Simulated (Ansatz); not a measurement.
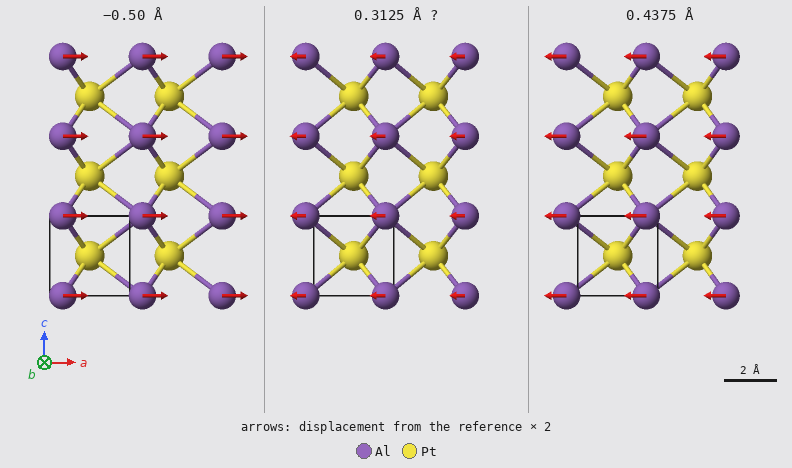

Solid AlPt (Pm-3m): the whole Al sublattice is shifted rigidly, towards the nearest copy of atom 1 (Al) at 3.092 Å, all else fixed. The picture is a ball-and-stick view of the cell of the calculation, repeated 2 × 2 × 3 with one cell outlined, seen along the b axis. Red arrows: displacements from the reference.

The calculation used DFT PBEsol, scalar-relativistic, plane waves, PAW in Ansatz. (plane-wave cutoff 420 eV; k-point mesh 16 × 16 × 16; occupations gaussian; smearing width 0.15 eV; no spin polarisation). Energies (free energies at the smearing named) are counted from the cell as listed in its source, which wasn't relaxed.

| displacement (Å) | E − E(ref) (meV/cell) |
| --- | --- |
| −0.5000 | 485 |
| −0.2500 | 115 |
| 0.0000 | 0 |
| 0.1250 | 28 |
| 0.3125 | ? |
| 0.3750 | 266 |
| 0.4375 | 367 |

**One row is withheld. What is its energy?**

A straight line between the two neighbours gives 206 meV/cell. A cubic through the four nearest rows (0.0000, 0.1250, 0.3750, 0.4375) gives, with Lagrange weights, (−0.0714)(0) + (0.2500)(28) + (1.2500)(266) + (−0.4286)(367) = 182 meV/cell. The calculation gives 182 meV/cell, so the cubic is right to the digits shown and the straight line 24 meV/cell too high, as the curve bends upwards here.

The whole profile:

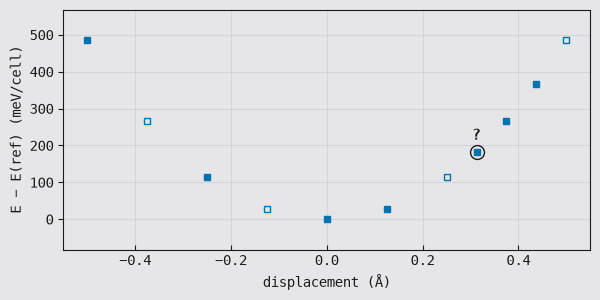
